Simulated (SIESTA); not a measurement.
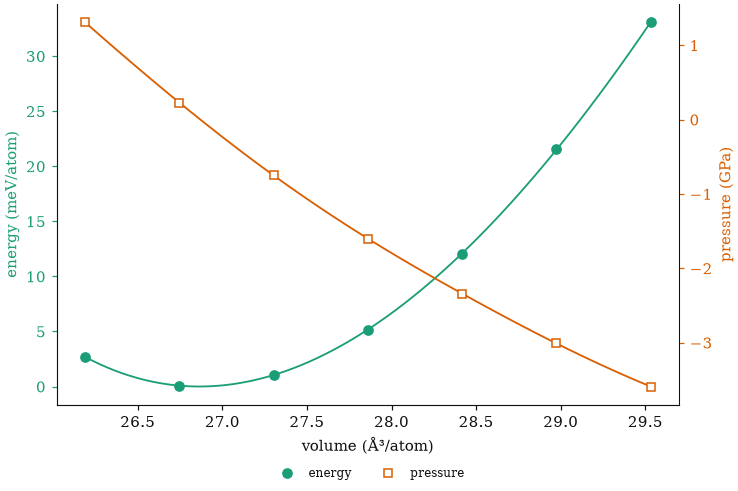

The figure shows the energy and pressure against volume for CuI, space group F-43m (No. 216).

Cell as given: a = 4.287 Å, b = 4.287 Å, c = 4.287 Å, α = 60.00°, β = 60.00°, γ = 60.00°; 2 atoms.

Calculation (SIESTA 5.4.2): DFT in numerical atomic orbitals with pseudopotentials, no spin polarisation; energies at scaled volumes of the given cell, shape and fractions fixed, counted from the fit's minimum, third-order Birch-Murnaghan fit. Level: PBEsol.

- k mesh: 8×8×8
- occupations: Fermi–Dirac
- smearing width: 0.05 eV
- potentials: PseudoDojo 0.4 standard, converted to PSML, two zetas on semicore shells
- program settings: basis DZP, mesh cutoff 800 Ry

> How stiff is the solid, and where is its volume at rest?

A third-order Birch–Murnaghan fit gives V0 = 26.86 Å³/atom, B0 = 48.2 GPa and B′ = 4.9.

> What does the pressure do across the range?

It falls from 1.31 GPa at volume 26.19 Å³/atom to −3.59 GPa at 29.53 Å³/atom, and changes sign near 26.88 Å³/atom.

Keep in mind: mulliken charges of long orbitals; short basis over semicore shells.
